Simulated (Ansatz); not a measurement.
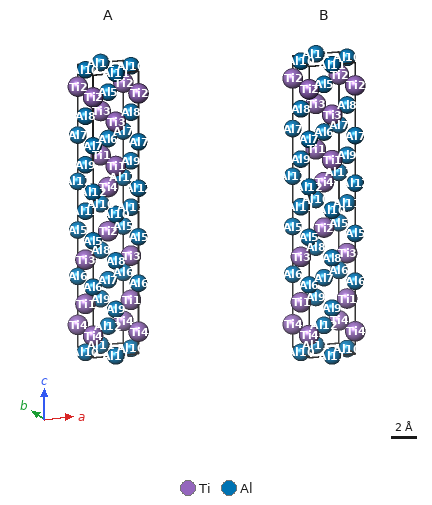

Two geometries of a crystal of TiAl2 (set up in I4_1/amd): one is the relaxed structure, the other was perturbed away from it. Style: spheres-only. Shown: the conventional cell (2 times the calculation's cell), slightly off an axis. Lengths and directions refer to the drawn axes.

Level of theory: Ansatz 0.2.0, DFT r2SCAN, scalar-relativistic, plane waves, PAW. (plane-wave cutoff 500 eV; k-point mesh 12 × 12 × 12; occupations gaussian; smearing width 0.1 eV; no spin polarisation)

> Which is the distorted one, and what does the distortion cost?

Structure A is the perturbed one. Biaxial strain in the a–b plane, −3.0 %, is applied. The c axis and the atoms are relaxed. The energy rises by 26.9 meV per atom. The pressure goes from 0.0 to 6.4 GPa. The principal stresses (compression positive) are 10.5 GPa along [1 −1 0], 8.7 GPa along c, none along the third axis. Cell: a = b 3.950 → 3.919 Å (−0.8 %), c 24.153 → 23.429 Å (−3.0 %), γ 90.0° → 87.5°. Volume −4.6 %. The largest moves relative to the cell, 0.008 Å, are those of Al5, Al8, Al9 and Al12. Al5 goes along +c. Largest moves by element: Al 0.008 Å, Ti 0.006 Å. Among the bonded contacts that change: Al–Ti 2.800 → 2.715 to 2.837 Å, Al–Al 2.793 → 2.709 to 2.831 Å, Ti–Ti 3.008 → 2.938 Å, Al–Al 2.872 → 2.807 to 2.813 Å. The space group (tolerance 0.01 Å) goes from I4_1/amd (No. 141) to Fddd (No. 70).
